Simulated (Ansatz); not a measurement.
## Field-gradient calculation of CoSi47 (charge −2) (part 4 of 4)

Continued. System: CoSi47 (defect cell, 48 atoms in the cell, total charge −2). Method: DFT, PBE, plane waves, PAW, spin-polarised (Ansatz 0.2.0); cutoff 420 eV, 3×2×2 k-mesh, Fermi–Dirac smearing of 0.01 eV, collinear spins. The structure derives from an entry of the Crystallography Open Database.

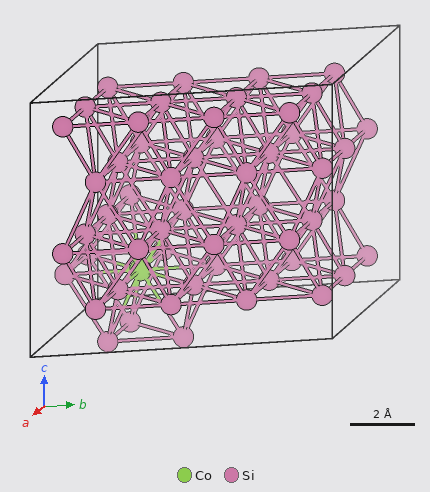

*The input geometry (ball-and-stick view of the cell of the calculation, seen slightly off an axis; bonded neighbours outside the cell are drawn too).*

## File rho_z.tsv
```
# z_ang	rho[e/angstrom^3]	rho_spin[e/angstrom^3]
# format = ansatz-planar-average/11
# lattice	7.332000000	0.000000000	0.000000000
# lattice	-4.888000000	8.466264347	0.000000000
# lattice	0.000000000	0.000000000	8.304000000
# sites	48
# site	27	-0.000000000	1.411044058	1.038000000
# site	14	-0.000000000	1.411044058	5.190000000
# site	14	-1.222000000	3.527610145	1.038000000
# site	14	-1.222000000	3.527610145	5.190000000
# site	14	-2.444000000	5.644176232	1.038000000
# site	14	-2.444000000	5.644176232	5.190000000
# site	14	-3.666000000	7.760742319	1.038000000
# site	14	-3.666000000	7.760742319	5.190000000
# site	14	2.444000000	1.411044058	1.038000000
# site	14	2.444000000	1.411044058	5.190000000
# site	14	1.222000000	3.527610145	1.038000000
# site	14	1.222000000	3.527610145	5.190000000
# site	14	-0.000000000	5.644176232	1.038000000
# site	14	-0.000000000	5.644176232	5.190000000
# site	14	-1.222000000	7.760742319	1.038000000
# site	14	-1.222000000	7.760742319	5.190000000
# site	14	4.888000000	1.411044058	1.038000000
# site	14	4.888000000	1.411044058	5.190000000
# site	14	3.666000000	3.527610145	1.038000000
# site	14	3.666000000	3.527610145	5.190000000
# site	14	2.444000000	5.644176232	1.038000000
# site	14	2.444000000	5.644176232	5.190000000
# site	14	1.222000000	7.760742319	1.038000000
# site	14	1.222000000	7.760742319	5.190000000
# site	14	1.222000000	0.705522029	3.114000000
# site	14	1.222000000	0.705522029	7.266000000
# site	14	0.000000000	2.822088115	3.114000000
# site	14	0.000000000	2.822088115	7.266000000
# site	14	-1.222000000	4.938654202	3.114000000
# site	14	-1.222000000	4.938654202	7.266000000
# site	14	-2.444000000	7.055220289	3.114000000
# site	14	-2.444000000	7.055220289	7.266000000
# site	14	3.666000000	0.705522029	3.114000000
# site	14	3.666000000	0.705522029	7.266000000
# site	14	2.444000000	2.822088115	3.114000000
# site	14	2.444000000	2.822088115	7.266000000
# site	14	1.222000000	4.938654202	3.114000000
# site	14	1.222000000	4.938654202	7.266000000
# site	14	0.000000000	7.055220289	3.114000000
# site	14	0.000000000	7.055220289	7.266000000
# site	14	6.110000000	0.705522029	3.114000000
# site	14	6.110000000	0.705522029	7.266000000
# site	14	4.888000000	2.822088115	3.114000000
# site	14	4.888000000	2.822088115	7.266000000
# site	14	3.666000000	4.938654202	3.114000000
# site	14	3.666000000	4.938654202	7.266000000
# site	14	2.444000000	7.055220289	3.114000000
# site	14	2.444000000	7.055220289	7.266000000
0.000000	3.457122e-1	1.230726e-7
0.138400	3.521946e-1	1.421572e-7
0.276800	3.701170e-1	1.731323e-7
0.415200	3.991141e-1	2.135784e-7
0.553600	4.442828e-1	2.643660e-7
0.692000	5.187358e-1	3.413960e-7
0.830400	6.229701e-1	4.686604e-7
0.968800	7.097713e-1	5.977194e-7
1.107200	7.097713e-1	5.977194e-7
1.245600	6.229701e-1	4.686604e-7
1.384000	5.187358e-1	3.413960e-7
1.522400	4.442828e-1	2.643660e-7
1.660800	3.991141e-1	2.135784e-7
1.799200	3.701170e-1	1.731323e-7
1.937600	3.521946e-1	1.421572e-7
2.076000	3.457122e-1	1.230726e-7
2.214400	3.502978e-1	1.156437e-7
2.352800	3.623643e-1	1.189231e-7
2.491200	3.753263e-1	1.295907e-7
2.629600	3.839922e-1	1.425110e-7
2.768000	3.876793e-1	1.521690e-7
2.906400	3.887621e-1	1.549936e-7
3.044800	3.892278e-1	1.491855e-7
3.183200	3.896577e-1	1.355119e-7
3.321600	3.900025e-1	1.153820e-7
3.460000	3.896078e-1	9.151772e-8
3.598400	3.863902e-1	6.745383e-8
3.736800	3.779514e-1	4.752206e-8
3.875200	3.649916e-1	3.541981e-8
4.013600	3.527647e-1	3.279345e-8
4.152000	3.476227e-1	3.892193e-8
4.290400	3.522580e-1	5.167354e-8
4.428800	3.640829e-1	6.978243e-8
4.567200	3.768424e-1	9.068463e-8
4.705600	3.853633e-1	1.119567e-7
4.844000	3.889727e-1	1.313010e-7
4.982400	3.899855e-1	1.465625e-7
5.120800	3.902659e-1	1.551361e-7
5.259200	3.902659e-1	1.551361e-7
5.397600	3.899855e-1	1.465625e-7
5.536000	3.889727e-1	1.313010e-7
5.674400	3.853633e-1	1.119567e-7
5.812800	3.768424e-1	9.068463e-8
5.951200	3.640829e-1	6.978243e-8
6.089600	3.522580e-1	5.167354e-8
6.228000	3.476227e-1	3.892193e-8
6.366400	3.527647e-1	3.279345e-8
6.504800	3.649916e-1	3.541981e-8
6.643200	3.779514e-1	4.752206e-8
6.781600	3.863902e-1	6.745383e-8
6.920000	3.896078e-1	9.151772e-8
7.058400	3.900025e-1	1.153820e-7
7.196800	3.896577e-1	1.355119e-7
7.335200	3.892278e-1	1.491855e-7
7.473600	3.887621e-1	1.549936e-7
7.612000	3.876793e-1	1.521690e-7
7.750400	3.839922e-1	1.425110e-7
7.888800	3.753263e-1	1.295907e-7
8.027200	3.623643e-1	1.189231e-7
8.165600	3.502978e-1	1.156437e-7
```

## Summary

```csv
quantity,value
outcome,converged
electrons treated,207
free energy,−34936.6946 eV
Fermi energy,15.568 eV
net moment of the cell,0.00 μB
integrated absolute moment,0.00 μB
pressure,44.11 GPa
field gradient V_zz (10²¹ V/m²),"Co 1.89, Si −0.76, Si −0.35, Si −0.30, Si 0.69, Si −0.68, Si −0.28, Si −0.37 (the first 8 of 48 sites)"
largest force (length of the vector),0.846 eV/Å
hardware,"4 threads of Arm Neoverse V1, 24 GiB of memory available, shared host"
wall time,83 s (CPU time 5.3 min)
peak memory,2.3 GiB
```

Settings chosen away from the usual ones: scf.mixing.preconditioner = "kerker_dos". The program warns: some starting moments were not kept.
